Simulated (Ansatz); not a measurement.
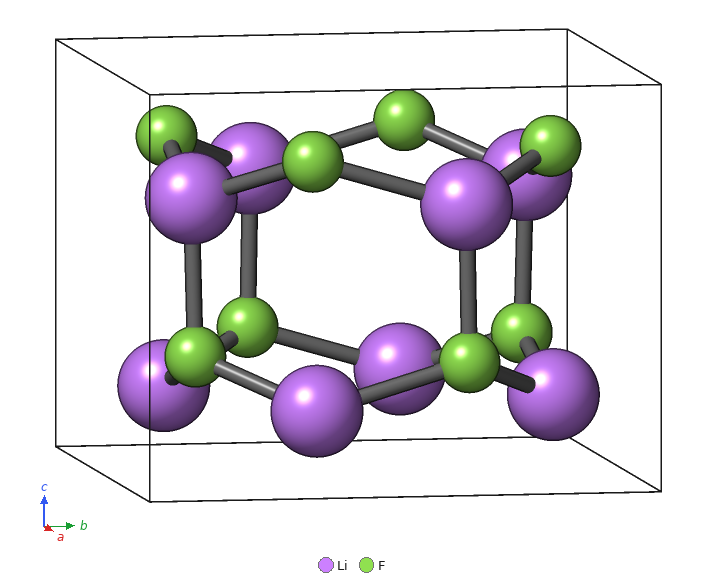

We look at a ball-and-stick model of the crystal slightly off an axis. One conventional unit cell is framed, with atoms on its boundary repeated. Cell: a = 6.18 Å, b = 6.18 Å, c = 4.87 Å, α = 90.00°, β = 90.00°, γ = 90.00°.

The structure was taken from a structure type filled with these elements by a generator (whether the compound takes this form wasn't checked). Earlier steps of the study may have refined or changed the cell and positions. A calculation with Ansatz used it as input.

Describe the crystal.

The compound is LiF. It belongs to space group I4cm (No. 108) and has a body-centred tetragonal lattice. Content of the cell: 8 Li, 8 F (Z = 8). Li is coordinated by four F in a distorted tetrahedral arrangement at about 1.8 to 1.9 Å. Each F atom is coordinated by four Li at about 1.8 to 1.9 Å. The bonds build a three-dimensional framework.

Theory: Ansatz 0.2.0, DFT PBEsol, scalar-relativistic, plane waves, PAW. Numerical settings: plane-wave cutoff 420 eV, k-points about 0.27 Å⁻¹ apart, Gaussian smearing of 0.02 eV, no spin polarisation.

What is the electronic character?

An insulator at this level, with a gap of 7.02 eV, direct.

Predict the Bader charges.

Li +0.90 e; F -0.90 e.

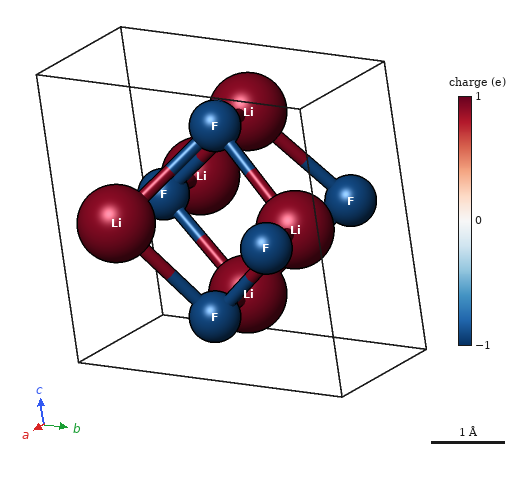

The atoms coloured by those charges. The run's cell of 8 atoms is drawn in a reduced setting, so axes and origin can differ from the first picture.

Can this geometry be taken as optimised?

No. The largest force is 0.05 eV/Å, on F. The pressure is -1.5 GPa, so the cell would contract.
